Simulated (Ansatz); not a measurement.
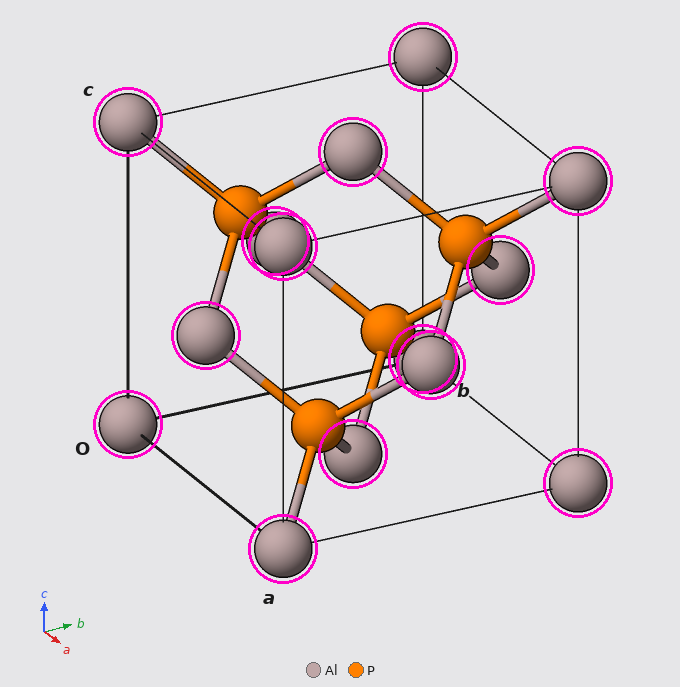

For AlP, the geometry relaxed with DFT r2SCAN+D3(BJ), scalar-relativistic, plane waves, PAW in Ansatz 0.2.0; the starting structure was generated, so it need not be a known form of this composition: one unit cell; the ringed atoms, with their copies on corners, edges and faces, form one crystallographic orbit. All values are computed from the atomic coordinates in the standard setting (tolerance 0.002 Å).

a = 5.457 Å, b = 5.457 Å, c = 5.457 Å, α = 90.00°, β = 90.00°, γ = 90.00°; space group F-43m, No. 216.

> Which Wyckoff position do the ringed atoms fill?

Al on 4a, site symmetry -43m: 96 operations a cell over 24 that keep the site give 4 atoms, with 0 free parameters.

> List their coordinates.

(0, 0, 0); (0, 1/2, 1/2); (1/2, 0, 1/2); (1/2, 1/2, 0).
